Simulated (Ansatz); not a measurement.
## Geometry relaxation of GaN (part 2 of 3)

Continued. System: GaN (P6₃mc, 8 atoms in the cell). Method: DFT, LDA, plane waves, PAW, no spin polarisation (Ansatz 0.2.0); cutoff 420 eV, 12×12×2 k-mesh, Fermi–Dirac smearing of 0.02 eV. The structure was built on a prototype by a generator. The geometry comes from this level: PBE.

Geometry of the input (Å; fractional positions):
```
3.2171  0.0000  0.0000
-1.6086  2.7861  0.0000
0.0000  0.0000  10.4954
Ga 0.0000  0.0000  -0.0004
Ga 0.3333  0.6667  0.2499
Ga 0.0000  0.0000  0.4996
Ga 0.6667  0.3333  0.7499
N  0.0000  0.0000  0.1876
N  0.3333  0.6667  0.4378
N  0.0000  0.0000  0.6876
N  0.6667  0.3333  0.9378
```

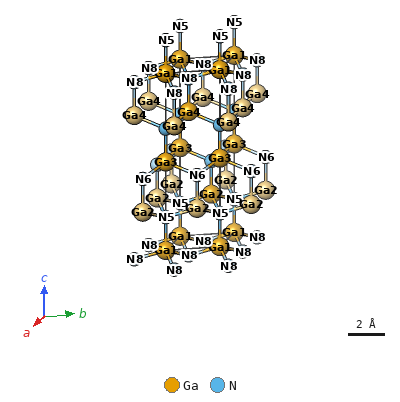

Figure 1. The geometry at step 8 of the log (ball-and-stick view of the cell of the calculation, seen slightly off an axis; neighbours outside the cell are drawn fainter; atoms are numbered from 1 in the order of the input).

**Log, continued**
```
relax step   7: F+E_penalty+E_count = -16328.35851827 eV  Δ(F+E_penalty+E_count) = +1.713e-2 eV  max|allowed force component| = 3.212e-4 eV/Å  Δτ_max = 0.0000 Å  P = -0.270 GPa  Ω = 88.531 Å³  stress off target by 2.74e-1 GPa  SCF on the basis re-selected at this cell (its energy is not comparable with the rows above)  (7 SCF iters)
basis re-selected at this cell: Δ(F+E_penalty+E_count) = +1.713e-2 eV, ΔP = -0.270 GPa vs the last step (what re-selecting the basis moved, of the pressure what is left beyond the Pulay correction that the steps carried, after the strain that the cell walked since its last selection, with what the two solves' SCF thresholds leave and, on support functions, any second-order correction that the steps lacked; it is no measure of the basis error at this ecutwfc). This SCF's stress stands 2.74e-1 GPa from its target on what of the cell is left free (relax.cell.stress_tol is 5.00e-2 GPa) and its largest allowed force component is 3.21e-4 eV/Å (relax.f_tol is 5.00e-3 eV/Å): not within both, so this SCF does not close the relaxation
Crystal: 8 atoms, lattice volume = 88.415 Å³
iter 1 solved again at ethr=9.91e-8 eV; its pass at ethr=3.10e-3 eV (dr2=7.13e-5 eV) is discarded
SCF iter   1: F=—  HF=-16328.359115 eV  |F-HF|=—  |Δ(HF+E_count)|=         —  Δρ=2.69e-4  dr2=7.09e-5  ethr=9.91e-8  ⟨swp⟩=2.7  Hψ=6892  notcnv=0
preconditioner: auto → Resta (q_TF=auto, 2.636 Å⁻¹)  ε∞=5.0  [insulator: Δε(μ)=2.042 eV  Ē_g=16.728 eV  σ=0.020 eV  W_gap=1.00  n_scr=38 (ndim 8)  ℏωp=33.5 eV  f_vac=0.003  D(μ)=0.00/eV (n_scr^D=0)  ε∞_Penn≈5.0]
SCF iter   2: F=—  HF=-16328.359095 eV  |F-HF|=—  |Δ(HF+E_count)|=   2.02e-5  Δρ=5.52e-5  dr2=2.73e-6  ethr=9.85e-8  ⟨swp⟩=2.0  Hψ=2125  notcnv=0
SCF iter   3: F=—  HF=-16328.359094 eV  |F-HF|=—  |Δ(HF+E_count)|=   5.75e-7  Δρ=3.23e-5  dr2=7.91e-7  ethr=2.60e-10  ⟨swp⟩=7.9  Hψ=10365  notcnv=0
SCF iter   4: F=-16328.359094 eV  HF=-16328.359094 eV  |F-HF|=1.30e-7  |Δ(HF+E_count)|=   1.04e-7  Δρ=8.82e-6  dr2=5.11e-8  ethr=2.60e-10  ⟨swp⟩=5.5  Hψ=10508  notcnv=0
SCF 8 converged in 4 iterations: F = -16328.359094 eV  dr2 = 5.11e-8
relax step   8: F+E_penalty+E_count = -16328.35909397 eV  Δ(F+E_penalty+E_count) = -5.757e-4 eV  max|allowed force component| = 5.262e-6 eV/Å  Δτ_max = 0.0000 Å  P = -0.002 GPa  Ω = 88.415 Å³  energy of the carried Pulay correction = +4.777e-4 eV  (4 SCF iters, dr2 threshold 1.87e-7 eV, accepted)
iter 1 solved again at ethr=3.81e-8 eV; its pass at ethr=3.10e-3 eV (dr2=2.74e-5 eV) is discarded
SCF iter   1: F=—  HF=-16328.358618 eV  |F-HF|=—  |Δ(HF+E_count)|=         —  Δρ=1.21e-5  dr2=5.79e-8  ethr=3.81e-8  ⟨swp⟩=3.0  Hψ=10987  notcnv=0
preconditioner: auto → Resta (q_TF=auto, 2.636 Å⁻¹)  ε∞=5.0  [insulator: Δε(μ)=2.040 eV  Ē_g=16.728 eV  σ=0.020 eV  W_gap=1.00  n_scr=38 (ndim 8)  ℏωp=33.5 eV  f_vac=0.003  D(μ)=0.00/eV (n_scr^D=0)  ε∞_Penn≈5.0]
SCF iter   2: F=—  HF=-16328.358619 eV  |F-HF|=—  |Δ(HF+E_count)|=   5.73e-7  Δρ=5.98e-6  dr2=1.43e-8  ethr=8.04e-11  ⟨swp⟩=2.0  Hψ=3037  notcnv=0
SCF iter   3: F=—  HF=-16328.358619 eV  |F-HF|=—  |Δ(HF+E_count)|=   1.36e-9  Δρ=3.37e-6  dr2=4.74e-9  ethr=1.98e-11  ⟨swp⟩=2.1  Hψ=2567  notcnv=0
SCF iter   4: F=—  HF=-16328.358619 eV  |F-HF|=—  |Δ(HF+E_count)|=   1.36e-9  Δρ=5.37e-7  dr2=2.08e-10  ethr=6.59e-12  ⟨swp⟩=1.8  Hψ=2049  notcnv=0
SCF iter   5: F=-16328.358619 eV  HF=-16328.358619 eV  |F-HF|=2.73e-11  |Δ(HF+E_count)|=  4.73e-11  Δρ=1.87e-7  dr2=2.80e-11  ethr=1.00e-12  ⟨swp⟩=5.2  Hψ=7370  notcnv=0
SCF 9 converged in 5 iterations: F = -16328.358619 eV  dr2 = 2.80e-11
relax step   9: F+E_penalty+E_count = -16328.35861894 eV  Δ(F+E_penalty+E_count) = +4.750e-4 eV  max|allowed force component| = 5.221e-5 eV/Å  Δτ_max = 0.0000 Å  P = -0.007 GPa  Ω = 88.415 Å³  stress off target by 8.29e-3 GPa  SCF on the basis re-selected at this cell (its energy is not comparable with the rows above)  (5 SCF iters)
```

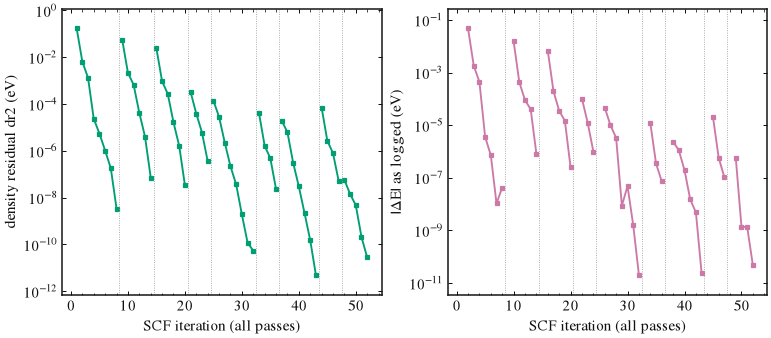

Figure 2. Convergence of the self-consistent field: density residual dr2 and size of the energy change against the SCF iteration. The dotted lines part the SCF passes of the relaxation: geometry steps, rejected trials and re-solves on a re-selected basis. The 9 passes take 4 to 8 iterations each, 52 in all.

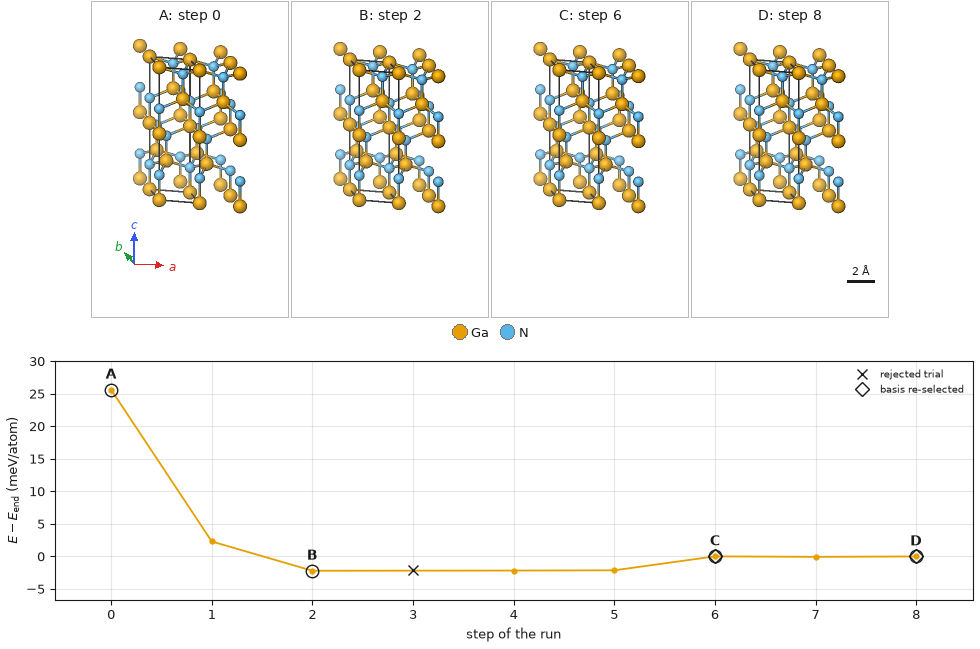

Figure 3. Frames of the relaxation (ball-and-stick view of the cell of the calculation, repeated 2 × 2 × 1, seen slightly off an axis) above the curves, on which the letters mark them (the first geometry is step 0 here and step 1 in the log).

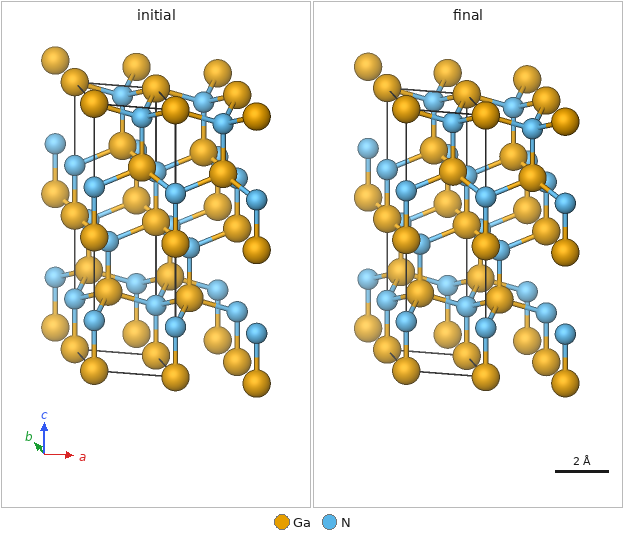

Figure 4. Before (left) and after (right) the relaxation, at one scale (ball-and-stick view of the cell of the calculation, repeated 2 × 2 × 1, seen slightly off an axis). No atom moves by more than 0.005 Å relative to the cell. The volume changes by −6.0 %, with a = b 3.217 → 3.151 Å (−2.1 %), c 10.495 → 10.283 Å (−2.0 %). Among the contacts that change: Ga1–N5 1.973 → 1.932 Å. The space group stays P6_3mc (No. 186). After 6 geometry steps the energy has fallen by 25.7 meV per atom. The largest force component goes from 0.0037 to under 0.0001 eV/Å. Pressure: −10.97 GPa at the start and −0.01 GPa at the end. The line search rejected the trial step at point 3 (counted from 0) and went back. The basis was re-selected once at an unchanged geometry, which shifts the energy a little without any move. The energy change given includes the shifts at the re-selections in mid-walk, which come without any move. A last SCF at the same geometry on a re-selected plane-wave basis shifts the energy by +0.1 meV per atom. (Atoms are counted from 1 in the order of the input.)

```
basis re-selected at this cell: Δ(F+E_penalty+E_count) = +4.750e-4 eV, ΔP = -0.005 GPa vs the last step (what re-selecting the basis moved, of the pressure what is left beyond the Pulay correction that the steps carried, after the strain that the cell walked since its last selection, with what the two solves' SCF thresholds leave and, on support functions, any second-order correction that the steps lacked; it is no measure of the basis error at this ecutwfc). This SCF's stress stands 8.29e-3 GPa from its target on what of the cell is left free (relax.cell.stress_tol is 5.00e-2 GPa) and its largest allowed force component is 5.22e-5 eV/Å (relax.f_tol is 5.00e-3 eV/Å): within both
SCF converged after 5 iterations
Free energy (F): -16328.358619 eV
Harris-Foulkes:  -16328.358619 eV  (|F-HF|=2.73e-11)
Internal energy: -16328.358619 eV  (E = F + TS)
E sigma→0 (E₀):  -16328.358619 eV
Fermi energy:    10.858816 eV
--- Per-component energies (eV) ---
  E_band       = -18.159242
  E_kinetic    = 992.039943
  E_local      = -7710.687763  (includes V_loc(G=0)·N_el)
  E_nonlocal   = 1910.751261
  E_hartree    = 3545.928530
  E_xc         = -512.954580
  E_vxc        = -538.873845  (∫ρ·V_xc dr)
  E_paw        = -8140.135567  (= ΣΔE_a)
  E_vpaw       = -1763.245663  (= ΣTr[D̂ρ^β])
  E_aug_tail   = 0.000070  (compensation charges beyond the density's cutoff)
  E_ewald      = -6420.534609
  E_core_change = 7.234096  (= ΣΔE_core)
  E_smearing   = -0.000000  (= −TS)
  E_closure    = 0.000000  (closes the sum)
  Σ components = -16328.358619   (vs F -16328.358619, Δ=0.00e0)
--- Forces (eV/Å), atoms counted from 1 ---
  atom   1  Ga    -0.00000000     0.00000000     0.00003499
  atom   2  Ga    -0.00000000     0.00000000     0.00005019
  atom   3  Ga     0.00000000    -0.00000000     0.00003499
  atom   4  Ga     0.00000000    -0.00000000     0.00005019
  atom   5  N      0.00000000    -0.00000000    -0.00003173
  atom   6  N      0.00000000    -0.00000000    -0.00005180
  atom   7  N     -0.00000000     0.00000000    -0.00003173
  atom   8  N      0.00000000     0.00000000    -0.00005180
  max |Σ_I F_I| component: 3.29e-6 eV/Å
--- Stress (GPa, compression-positive) ---
       -0.005644       0.000000       0.000000
       -0.000000      -0.005644      -0.000000
        0.000000      -0.000000      -0.008288
  P = ⅓ Tr σ = -0.0065 GPa (-0.065 kbar)
--- Band table (eV; the first three rows and the last of 38) ---
  k-point 0: bands = ["-6.2999", "-5.7158", "-5.7009", "-5.3413", "-3.7984", "-3.7906", "-3.7906", "-3.7650", "-3.7650", "-3.7234", "-3.7234", "-3.7103", "-3.7103", "-3.4734", "-3.4734", "-3.4674", "-3.4674", "-3.4312", "-3.4188", "-3.4171", "-3.4171", "-3.3958", "-3.3958", "-2.0403", "2.4723", "5.8928", "5.9052", "8.7743", "8.7743", "9.2570", "9.2570", "9.2941", "9.2941", "9.8024", "9.8297", "9.8297", "11.8693", "13.9833", "14.3044", "14.3980", "18.2933", "18.6356", "18.7963", "19.9286"]
  k-point 1: bands = ["-6.1155", "-6.1155", "-5.4180", "-5.4180", "-3.7785", "-3.7785", "-3.7785", "-3.7785", "-3.7380", "-3.7380", "-3.7167", "-3.7167", "-3.7167", "-3.7167", "-3.4696", "-3.4696", "-3.4696", "-3.4696", "-3.4067", "-3.4067", "-3.4067", "-3.4067", "-2.6529", "-2.6529", "3.6093", "3.6093", "8.2983", "8.2983", "8.9168", "8.9168", "8.9168", "8.9168", "9.6608", "9.6608", "9.6608", "9.6608", "12.9920", "12.9920", "14.4292", "14.4292", "18.5636", "18.5636", "19.4345", "19.4345"]
  k-point 2: bands = ["-6.2260", "-5.6689", "-5.6551", "-5.3220", "-3.7903", "-3.7799", "-3.7700", "-3.7567", "-3.7514", "-3.7172", "-3.7100", "-3.7055", "-3.6947", "-3.5169", "-3.4808", "-3.4788", "-3.4740", "-3.4614", "-3.4181", "-3.4108", "-3.3938", "-3.3456", "-3.3221", "-1.9848", "2.5760", "5.8849", "5.9005", "8.2575", "8.6162", "8.8365", "8.8821", "9.1453", "9.1780", "9.2268", "9.7314", "9.7652", "12.4314", "14.3206", "14.6211", "14.8351", "18.0444", "18.4214", "18.4723", "19.5758"]
  k-point 37: bands = ["-5.2048", "-5.2048", "-5.1807", "-5.1807", "-3.7288", "-3.7288", "-3.6140", "-3.6140", "-3.5980", "-3.5980", "-3.5745", "-3.5745", "-3.5035", "-3.5035", "-3.4748", "-3.4748", "-3.4566", "-3.4566", "-3.4171", "-3.4171", "-1.5356", "-1.5356", "-1.4983", "-1.4983", "3.5763", "3.5763", "3.8141", "3.8141", "5.1063", "5.1063", "5.9174", "5.9174", "7.5159", "7.5159", "7.7909", "7.7909", "15.2729", "15.2729", "17.1220", "17.1220", "17.3644", "17.3644", "17.7151", "17.7151"]
--- Relaxed structure (7 steps of the walk, 6 accepted, 2 SCFs on fresh bases) ---
  F+E_penalty+E_count = -16328.35861894 eV   max|allowed force component| = 5.221e-5 eV/Å   (the final SCF, on the basis selected at the relaxed cell)
  cell:  # Å, volume = 88.4153 Å³
    - [3.150919277634481, -2.8273443799278925e-11, 3.1843543876381148e-18]
    - [-1.575459638792755, 2.7287761397197103, -2.582154552133603e-18]
    - [1.0388471373992222e-17, -3.729279065180564e-18, 10.283061719001816]
  atoms:
    - { symbol: Ga, position: [-4.107405895101907e-21, -4.3080504384189883e-32, -0.00028196609332442103] }
    - { symbol: Ga, position: [0.3333333333333333, 0.6666666666666669, 0.2499485041821197] }
    - { symbol: Ga, position: [-4.107405895100354e-21, -4.2081569284861103e-32, 0.4997180339066754] }
    - { symbol: Ga, position: [0.6666666666666667, 0.3333333333333333, 0.7499485041821197] }
    - { symbol: N, position: [2.698561356275353e-21, 2.739635345890843e-32, 0.18758461904172521] }
    - { symbol: N, position: [0.3333333333333333, 0.6666666666666669, 0.43774884276947945] }
    - { symbol: N, position: [2.6985613562765087e-21, 2.850376317693109e-32, 0.6875846190417251] }
    - { symbol: N, position: [0.6666666666666667, 0.3333333333333333, 0.9377488427694793] }
```

**File rho_z.tsv**
```
# z_ang	rho[e/angstrom^3]
# format = ansatz-planar-average/11
# lattice	3.150919278	-0.000000000	0.000000000
# lattice	-1.575459639	2.728776140	-0.000000000
# lattice	0.000000000	-0.000000000	10.283061719
# sites	8
# site	31	-0.000000000	0.000000000	-0.002899475
# site	31	0.000000000	1.819184093	2.570235895
# site	31	0.000000000	-0.000000000	5.138631385
# site	31	1.575459639	0.909592047	7.711766755
# site	7	0.000000000	-0.000000000	1.928944215
# site	7	0.000000000	1.819184093	4.501398368
# site	7	0.000000000	-0.000000000	7.070475075
# site	7	1.575459639	0.909592047	9.642929227
0.000000	2.234537e0
0.142820	1.792933e0
0.285641	1.059725e0
0.428461	5.407048e-1
0.571281	3.023175e-1
0.714102	2.108144e-1
0.856922	1.803217e-1
0.999742	1.844487e-1
1.142562	2.175935e-1
1.285383	2.820526e-1
1.428203	3.820459e-1
1.571023	5.112124e-1
1.713844	6.415972e-1
1.856664	7.536605e-1
1.999484	8.626873e-1
2.142305	1.044514e0
2.285125	1.435114e0
2.427945	1.991075e0
2.570765	2.233408e0
2.713586	1.802578e0
2.856406	1.069867e0
2.999226	5.461904e-1
3.142047	3.046091e-1
3.284867	2.118737e-1
3.427687	1.808390e-1
3.570508	1.845459e-1
3.713328	2.172659e-1
3.856148	2.812892e-1
3.998968	3.809027e-1
4.141789	5.101197e-1
4.284609	6.413300e-1
4.427429	7.548894e-1
4.570250	8.661593e-1
4.713070	1.052019e0
4.855890	1.447770e0
4.998711	2.003169e0
5.141531	2.234537e0
5.284351	1.792933e0
5.427171	1.059725e0
5.569992	5.407048e-1
5.712812	3.023175e-1
5.855632	2.108144e-1
5.998453	1.803217e-1
6.141273	1.844487e-1
6.284093	2.175935e-1
6.426914	2.820526e-1
6.569734	3.820459e-1
6.712554	5.112124e-1
6.855374	6.415972e-1
6.998195	7.536605e-1
7.141015	8.626873e-1
7.283835	1.044514e0
7.426656	1.435114e0
7.569476	1.991075e0
7.712296	2.233408e0
7.855117	1.802578e0
7.997937	1.069867e0
8.140757	5.461904e-1
8.283577	3.046091e-1
8.426398	2.118737e-1
8.569218	1.808390e-1
8.712038	1.845459e-1
8.854859	2.172659e-1
8.997679	2.812892e-1
9.140499	3.809027e-1
9.283320	5.101197e-1
9.426140	6.413300e-1
9.568960	7.548894e-1
9.711781	8.661593e-1
9.854601	1.052019e0
9.997421	1.447770e0
10.140241	2.003169e0
```
